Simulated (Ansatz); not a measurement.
# C2HCl5: geometry relaxation (part 3 of 4)

Continued. System: C2HCl5 (Pnma, 32 atoms in the cell). Method: DFT LDA, scalar-relativistic, plane waves, PAW, no spin polarisation (Ansatz 0.2.0); cutoff 420 eV, 2×2×4 k-mesh, Gaussian smearing of 0.02 eV. The structure derives from an entry of the Crystallography Open Database.

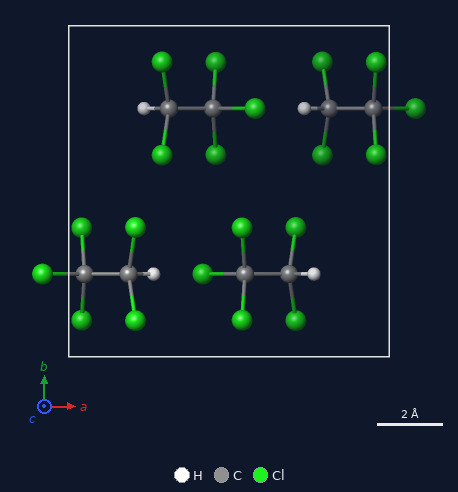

**Figure 1.** The geometry at step 3 of the log (ball-and-stick view of the cell of the calculation, along the c axis).

**What the program printed, continued**
```
  k-point 11: bands = ["-16.2425", "-16.2425", "-16.2425", "-16.2425", "-14.4244", "-14.4244", "-14.4244", "-14.4244", "-13.1666", "-13.1666", "-13.1666", "-13.1666", "-12.9799", "-12.9799", "-12.9799", "-12.9799", "-12.5228", "-12.5228", "-12.5228", "-12.5228", "-9.3689", "-9.3689", "-9.3689", "-9.3689", "-6.6886", "-6.6886", "-6.6886", "-6.6886", "-4.9323", "-4.9323", "-4.9323", "-4.9323", "-4.3510", "-4.3510", "-4.3510", "-4.3510", "-4.2910", "-4.2910", "-4.2910", "-4.2910", "-3.2859", "-3.2859", "-3.2859", "-3.2859", "-2.7533", "-2.7533", "-2.7533", "-2.7533", "-0.9246", "-0.9246", "-0.9246", "-0.9246", "-0.5728", "-0.5728", "-0.5728", "-0.5728", "-0.1960", "-0.1960", "-0.1960", "-0.1960", "-0.1009", "-0.1009", "-0.1009", "-0.1009", "-0.0128", "-0.0128", "-0.0128", "-0.0128", "0.3361", "0.3361", "0.3361", "0.3361", "0.5384", "0.5384", "0.5384", "0.5384", "0.8580", "0.8580", "0.8580", "0.8580", "0.9916", "0.9916", "0.9916", "0.9916", "1.2663", "1.2663", "1.2663", "1.2663", "5.8858", "5.8858", "5.8858", "5.8858", "6.5200", "6.5200", "6.5200", "6.5200", "7.1344", "7.1344", "7.1344", "7.1344", "7.5850", "7.5850", "7.5850", "7.5850", "8.2802", "8.2802", "8.2802", "8.2802", "9.3384", "9.3384", "9.3384", "9.3384", "9.7838", "9.7838", "9.7838", "9.7838", "10.3356", "10.3356", "10.3356", "10.3356"]
--- Relaxed structure (10 steps of the walk, 10 accepted, 2 SCFs on fresh bases) ---
  F+E_penalty+E_count = -22892.01644666 eV   max|allowed force component| = 4.596e-3 eV/Å   (the final SCF, on the basis selected at the relaxed cell)
  cell:  # Å, volume = 607.2725 Å³
    - [9.984324745965598, -3.6815905575467426e-33, -1.1792428657859056e-32]
    - [-3.775387343226642e-33, 10.196353392421369, -5.698674607457848e-17]
    - [-7.043669089487986e-33, -3.319277168613899e-17, 5.965131917640503]
  atoms:
    - { symbol: H, position: [0.26527526620633207, 0.24999999999999997, 0.8132175776827447] }
    - { symbol: H, position: [0.2347247337936679, 0.7499999999999999, 0.313217577682745] }
    - { symbol: H, position: [0.7652752662063322, 0.24999999999999997, 0.6867824223172552] }
    - { symbol: H, position: [0.7347247337936679, 0.7499999999999999, 0.18678242231725492] }
    - { symbol: C, position: [0.05119133470982576, 0.24999999999999997, 0.83426236940499] }
    - { symbol: C, position: [0.4488086652901743, 0.7499999999999999, 0.3342623694049898] }
    - { symbol: C, position: [0.5511913347098257, 0.24999999999999997, 0.6657376305950099] }
    - { symbol: C, position: [0.9488086652901744, 0.7499999999999999, 0.16573763059501] }
    - { symbol: C, position: [0.1886641561309234, 0.24999999999999997, 0.9470817153516531] }
    - { symbol: C, position: [0.3113358438690766, 0.7499999999999999, 0.4470817153516532] }
    - { symbol: C, position: [0.6886641561309232, 0.24999999999999997, 0.5529182846483468] }
    - { symbol: C, position: [0.8113358438690764, 0.7499999999999999, 0.0529182846483468] }
    - { symbol: Cl, position: [0.04096169012179269, 0.3906767124096177, 0.6630931943714914] }
    - { symbol: Cl, position: [0.45903830987820726, 0.6093232875903822, 0.16309319437149133] }
    - { symbol: Cl, position: [0.5409616901217926, 0.10932328759038222, 0.8369068056285085] }
    - { symbol: Cl, position: [0.9590383098782072, 0.8906767124096179, 0.33690680562850855] }
    - { symbol: Cl, position: [0.9590383098782072, 0.6093232875903822, 0.33690680562850855] }
    - { symbol: Cl, position: [0.5409616901217926, 0.3906767124096177, 0.8369068056285085] }
    - { symbol: Cl, position: [0.45903830987820726, 0.8906767124096179, 0.16309319437149133] }
    - { symbol: Cl, position: [0.04096169012179269, 0.10932328759038222, 0.6630931943714914] }
    - { symbol: Cl, position: [0.9210256699519466, 0.24999999999999997, 0.03239524589240997] }
    - { symbol: Cl, position: [0.5789743300480535, 0.7499999999999999, 0.5323952458924099] }
    - { symbol: Cl, position: [0.42102566995194635, 0.24999999999999997, 0.46760475410759] }
    - { symbol: Cl, position: [0.07897433004805354, 0.7499999999999999, 0.96760475410759] }
    - { symbol: Cl, position: [0.21105317266639237, 0.10823641674081332, 0.10944404060104744] }
    - { symbol: Cl, position: [0.28894682733360755, 0.8917635832591867, 0.6094440406010475] }
    - { symbol: Cl, position: [0.7110531726663926, 0.3917635832591866, 0.39055595939895243] }
    - { symbol: Cl, position: [0.7889468273336074, 0.6082364167408133, 0.8905559593989524] }
    - { symbol: Cl, position: [0.7889468273336074, 0.8917635832591867, 0.8905559593989524] }
    - { symbol: Cl, position: [0.7110531726663926, 0.10823641674081332, 0.39055595939895243] }
    - { symbol: Cl, position: [0.2889468273336076, 0.6082364167408133, 0.6094440406010475] }
    - { symbol: Cl, position: [0.21105317266639237, 0.3917635832591866, 0.10944404060104744] }
```

**Trajectory as extended XYZ (Å, eV, eV/Å), 12 frames, from step=1 to step=12**
```
32
Lattice="10.4654 0.0000 0.0000 0.0000 10.7321 0.0000 0.0000 0.0000 6.2510" Properties=species:S:1:pos:R:3:forces:R:3 step=1 energy=-22891.54233 pressure_GPa=-2.28
H     2.7229    2.6830    5.1592    0.1812   0.0000  -0.1968
H     2.5098    8.0490    2.0336   -0.1812   0.0000  -0.1968
H     7.9557    2.6830    4.2174    0.1812   0.0000   0.1968
H     7.7425    8.0490    1.0919   -0.1812   0.0000   0.1968
C     0.5686    2.6830    5.2285    0.0601   0.0000   0.0368
C     4.6641    8.0490    2.1030   -0.0601   0.0000   0.0368
C     5.8014    2.6830    4.1481    0.0601   0.0000  -0.0368
C     9.8968    8.0490    1.0225   -0.0601   0.0000  -0.0368
C     1.9495    2.6830    5.9352   -0.4626   0.0000   0.3395
C     3.2832    8.0490    2.8096    0.4626   0.0000   0.3395
C     7.1822    2.6830    3.4414   -0.4626   0.0000  -0.3395
C     8.5160    8.0490    0.3159    0.4626   0.0000  -0.3395
Cl    0.4783    4.1305    4.1883    0.0491  -0.3210   0.2781
Cl    4.7544    6.6015    1.0628   -0.0491   0.3210   0.2781
Cl    5.7111    1.2355    5.1882    0.0491   0.3210  -0.2781
Cl    9.9871    9.4966    2.0627   -0.0491  -0.3210  -0.2781
Cl    9.9871    6.6015    2.0627   -0.0491   0.3210  -0.2781
Cl    5.7111    4.1305    5.1882    0.0491  -0.3210  -0.2781
Cl    4.7544    9.4966    1.0628   -0.0491  -0.3210   0.2781
Cl    0.4783    1.2355    4.1883    0.0491   0.3210   0.2781
Cl    9.6940    2.6830    0.1414    0.3467   0.0000  -0.2881
Cl    6.0041    8.0490    3.2670   -0.3467   0.0000  -0.2881
Cl    4.4613    2.6830    2.9841    0.3467   0.0000   0.2881
Cl    0.7714    8.0490    6.1096   -0.3467   0.0000   0.2881
Cl    2.1713    1.2220    0.6682   -0.0874   0.3711  -0.2387
Cl    3.0615    9.5100    3.7938    0.0874  -0.3711  -0.2387
Cl    7.4040    4.1440    2.4573   -0.0874  -0.3711   0.2387
Cl    8.2942    6.5881    5.5828    0.0874   0.3711   0.2387
Cl    8.2942    9.5100    5.5828    0.0874  -0.3711   0.2387
Cl    7.4040    1.2220    2.4573   -0.0874   0.3711   0.2387
Cl    3.0615    6.5881    3.7938    0.0874   0.3711  -0.2387
Cl    2.1713    4.1440    0.6682   -0.0874  -0.3711  -0.2387
32
Lattice="9.9574 0.0000 0.0000 0.0000 10.2904 0.0000 0.0000 0.0000 5.9976" Properties=species:S:1:pos:R:3:forces:R:3 step=2 energy=-22892.01804 pressure_GPa=-0.65
H     2.6910    2.5726    4.9029    0.1336   0.0000  -0.1408
H     2.2877    7.7178    1.9041   -0.1336   0.0000  -0.1408
H     7.6697    2.5726    4.0935    0.1336   0.0000   0.1408
H     7.2664    7.7178    1.0947   -0.1336   0.0000   0.1408
C     0.5470    2.5726    4.9872    0.0303   0.0000  -0.0186
C     4.4317    7.7178    1.9884   -0.0303   0.0000  -0.0186
C     5.5256    2.5726    4.0092    0.0303   0.0000   0.0186
C     9.4104    7.7178    1.0104   -0.0303   0.0000   0.0186
C     1.9158    2.5726    5.6813   -0.2977   0.0000   0.3129
C     3.0628    7.7178    2.6825    0.2977   0.0000   0.3129
C     6.8945    2.5726    3.3150   -0.2977   0.0000  -0.3129
C     8.0415    7.7178    0.3162    0.2977   0.0000  -0.3129
Cl    0.4616    4.0163    3.9613    0.0026  -0.1905   0.1082
Cl    4.5171    6.2741    0.9625   -0.0026   0.1905   0.1082
Cl    5.4403    1.1289    5.0351    0.0026   0.1905  -0.1082
Cl    9.4958    9.1614    2.0363   -0.0026  -0.1905  -0.1082
Cl    9.4958    6.2741    2.0363   -0.0026   0.1905  -0.1082
Cl    5.4403    4.0163    5.0351    0.0026  -0.1905  -0.1082
Cl    4.5171    9.1614    0.9625   -0.0026  -0.1905   0.1082
Cl    0.4616    1.1289    3.9613    0.0026   0.1905   0.1082
Cl    9.1804    2.5726    0.1534    0.1429   0.0000  -0.0919
Cl    5.7556    7.7178    3.1522   -0.1429   0.0000  -0.0919
Cl    4.2017    2.5726    2.8454    0.1429   0.0000   0.0919
Cl    0.7769    7.7178    5.8442   -0.1429   0.0000   0.0919
Cl    2.1235    1.1221    0.6653   -0.0315   0.1612  -0.1287
Cl    2.8552    9.1683    3.6641    0.0315  -0.1612  -0.1287
Cl    7.1022    4.0231    2.3335   -0.0315  -0.1612   0.1287
Cl    7.8339    6.2673    5.3323    0.0315   0.1612   0.1287
Cl    7.8339    9.1683    5.3323    0.0315  -0.1612   0.1287
Cl    7.1022    1.1221    2.3335   -0.0315   0.1612   0.1287
Cl    2.8552    6.2673    3.6641    0.0315   0.1612  -0.1287
Cl    2.1235    4.0231    0.6653   -0.0315  -0.1612  -0.1287
32
Lattice="9.9436 0.0000 0.0000 0.0000 10.2644 0.0000 0.0000 0.0000 5.9784" Properties=species:S:1:pos:R:3:forces:R:3 step=3 energy=-22892.04582 pressure_GPa=0.15
H     2.6344    2.5661    4.8885    0.0440   0.0000  -0.0594
H     2.3374    7.6983    1.8993   -0.0440   0.0000  -0.0594
H     7.6062    2.5661    4.0791    0.0440   0.0000   0.0594
H     7.3092    7.6983    1.0899   -0.0440   0.0000   0.0594
C     0.4967    2.5661    4.9913    0.0054   0.0000  -0.0333
C     4.4751    7.6983    2.0021   -0.0054   0.0000  -0.0333
C     5.4685    2.5661    3.9764    0.0054   0.0000   0.0333
C     9.4469    7.6983    0.9872   -0.0054   0.0000   0.0333
C     1.8613    2.5661    5.6753    0.0003   0.0000   0.0839
C     3.1105    7.6983    2.6861   -0.0003   0.0000   0.0839
C     6.8331    2.5661    3.2924    0.0003   0.0000  -0.0839
C     8.0823    7.6983    0.3032   -0.0003   0.0000  -0.0839
Cl    0.4060    3.9993    3.9680   -0.0129   0.0322  -0.0207
Cl    4.5658    6.2651    0.9788    0.0129  -0.0322  -0.0207
Cl    5.3778    1.1329    4.9997   -0.0129  -0.0322   0.0207
Cl    9.5376    9.1315    2.0105    0.0129   0.0322   0.0207
Cl    9.5376    6.2651    2.0105    0.0129  -0.0322   0.0207
Cl    5.3778    3.9993    4.9997   -0.0129   0.0322   0.0207
Cl    4.5658    9.1315    0.9788    0.0129   0.0322  -0.0207
Cl    0.4060    1.1329    3.9680   -0.0129  -0.0322  -0.0207
Cl    9.1330    2.5661    0.1835   -0.0299   0.0000   0.0063
Cl    5.7824    7.6983    3.1727    0.0299   0.0000   0.0063
Cl    4.1612    2.5661    2.8057   -0.0299   0.0000  -0.0063
Cl    0.8106    7.6983    5.7950    0.0299   0.0000  -0.0063
Cl    2.0738    1.1209    0.6681    0.0141  -0.0227   0.0077
Cl    2.8980    9.1435    3.6574   -0.0141   0.0227   0.0077
Cl    7.0456    4.0113    2.3211    0.0141   0.0227  -0.0077
Cl    7.8698    6.2531    5.3103   -0.0141  -0.0227  -0.0077
Cl    7.8698    9.1435    5.3103   -0.0141   0.0227  -0.0077
Cl    7.0456    1.1209    2.3211    0.0141  -0.0227  -0.0077
Cl    2.8980    6.2531    3.6574   -0.0141  -0.0227   0.0077
Cl    2.0738    4.0113    0.6681    0.0141   0.0227   0.0077
32
Lattice="9.9534 0.0000 0.0000 0.0000 10.2451 0.0000 0.0000 0.0000 5.9901" Properties=species:S:1:pos:R:3:forces:R:3 step=4 energy=-22892.04807 pressure_GPa=0.05
H     2.6500    2.5613    4.8826    0.0174   0.0000  -0.0277
H     2.3267    7.6838    1.8876   -0.0174   0.0000  -0.0277
H     7.6266    2.5613    4.1025    0.0174   0.0000   0.0277
H     7.3034    7.6838    1.1074   -0.0174   0.0000   0.0277
C     0.5118    2.5613    4.9874   -0.0018   0.0000  -0.0218
C     4.4649    7.6838    1.9924    0.0018   0.0000  -0.0218
C     5.4884    2.5613    3.9977   -0.0018   0.0000   0.0218
C     9.4416    7.6838    1.0027    0.0018   0.0000   0.0218
C     1.8777    2.5613    5.6722   -0.0017   0.0000   0.0386
C     3.0990    7.6838    2.6771    0.0017   0.0000   0.0386
C     6.8544    2.5613    3.3129   -0.0017   0.0000  -0.0386
C     8.0756    7.6838    0.3179    0.0017   0.0000  -0.0386
Cl    0.4181    3.9951    3.9639    0.0029   0.0073  -0.0005
Cl    4.5586    6.2500    0.9688   -0.0029  -0.0073  -0.0005
Cl    5.3947    1.1274    5.0213    0.0029  -0.0073   0.0005
Cl    9.5353    9.1177    2.0262   -0.0029   0.0073   0.0005
Cl    9.5353    6.2500    2.0262   -0.0029  -0.0073   0.0005
Cl    5.3947    3.9951    5.0213    0.0029   0.0073   0.0005
Cl    4.5586    9.1177    0.9688   -0.0029   0.0073  -0.0005
Cl    0.4181    1.1274    3.9639    0.0029  -0.0073  -0.0005
Cl    9.1563    2.5613    0.1675   -0.0184   0.0000   0.0257
Cl    5.7738    7.6838    3.1625    0.0184   0.0000   0.0257
Cl    4.1796    2.5613    2.8276   -0.0184   0.0000  -0.0257
Cl    0.7971    7.6838    5.8226    0.0184   0.0000  -0.0257
Cl    2.0934    1.1153    0.6525   -0.0003   0.0003   0.0033
Cl    2.8833    9.1298    3.6475    0.0003  -0.0003   0.0033
Cl    7.0700    4.0073    2.3426   -0.0003  -0.0003  -0.0033
Cl    7.8600    6.2379    5.3376    0.0003   0.0003  -0.0033
Cl    7.8600    9.1298    5.3376    0.0003  -0.0003  -0.0033
Cl    7.0700    1.1153    2.3426   -0.0003   0.0003  -0.0033
Cl    2.8833    6.2379    3.6475    0.0003   0.0003   0.0033
Cl    2.0934    4.0073    0.6525   -0.0003  -0.0003   0.0033
32
Lattice="9.9618 0.0000 0.0000 0.0000 10.2375 0.0000 0.0000 0.0000 5.9907" Properties=species:S:1:pos:R:3:forces:R:3 step=5 energy=-22892.04854 pressure_GPa=-0.02
H     2.6523    2.5594    4.8882    0.0023   0.0000  -0.0062
H     2.3286    7.6781    1.8928   -0.0023   0.0000  -0.0062
H     7.6332    2.5594    4.0978    0.0023   0.0000   0.0062
H     7.3095    7.6781    1.1025   -0.0023   0.0000   0.0062
C     0.5138    2.5594    4.9953   -0.0027   0.0000  -0.0112
C     4.4672    7.6781    2.0000    0.0027   0.0000  -0.0112
C     5.4947    2.5594    3.9907   -0.0027   0.0000   0.0112
C     9.4481    7.6781    0.9953    0.0027   0.0000   0.0112
C     1.8808    2.5594    5.6796    0.0036   0.0000   0.0100
C     3.1001    7.6781    2.6843   -0.0036   0.0000   0.0100
C     6.8617    2.5594    3.3064    0.0036   0.0000  -0.0100
C     8.0810    7.6781    0.3110   -0.0036   0.0000  -0.0100
Cl    0.4195    3.9937    3.9718    0.0006  -0.0032   0.0062
Cl    4.5614    6.2437    0.9765   -0.0006   0.0032   0.0062
Cl    5.4004    1.1250    5.0142    0.0006   0.0032  -0.0062
Cl    9.5423    9.1125    2.0188   -0.0006  -0.0032  -0.0062
Cl    9.5423    6.2437    2.0188   -0.0006   0.0032  -0.0062
Cl    5.4004    3.9937    5.0142    0.0006  -0.0032  -0.0062
Cl    4.5614    9.1125    0.9765   -0.0006  -0.0032   0.0062
Cl    0.4195    1.1250    3.9718    0.0006   0.0032   0.0062
Cl    9.1669    2.5594    0.1764   -0.0013   0.0000   0.0022
Cl    5.7759    7.6781    3.1717    0.0013   0.0000   0.0022
Cl    4.1860    2.5594    2.8189   -0.0013   0.0000  -0.0022
Cl    0.7950    7.6781    5.8142    0.0013   0.0000  -0.0022
Cl    2.0975    1.1132    0.6592   -0.0030   0.0075  -0.0045
Cl    2.8834    9.1243    3.6545    0.0030  -0.0075  -0.0045
Cl    7.0784    4.0055    2.3361   -0.0030  -0.0075   0.0045
Cl    7.8643    6.2319    5.3315    0.0030   0.0075   0.0045
Cl    7.8643    9.1243    5.3315    0.0030  -0.0075   0.0045
Cl    7.0784    1.1132    2.3361   -0.0030   0.0075   0.0045
Cl    2.8834    6.2319    3.6545    0.0030   0.0075  -0.0045
Cl    2.0975    4.0055    0.6592   -0.0030  -0.0075  -0.0045
```
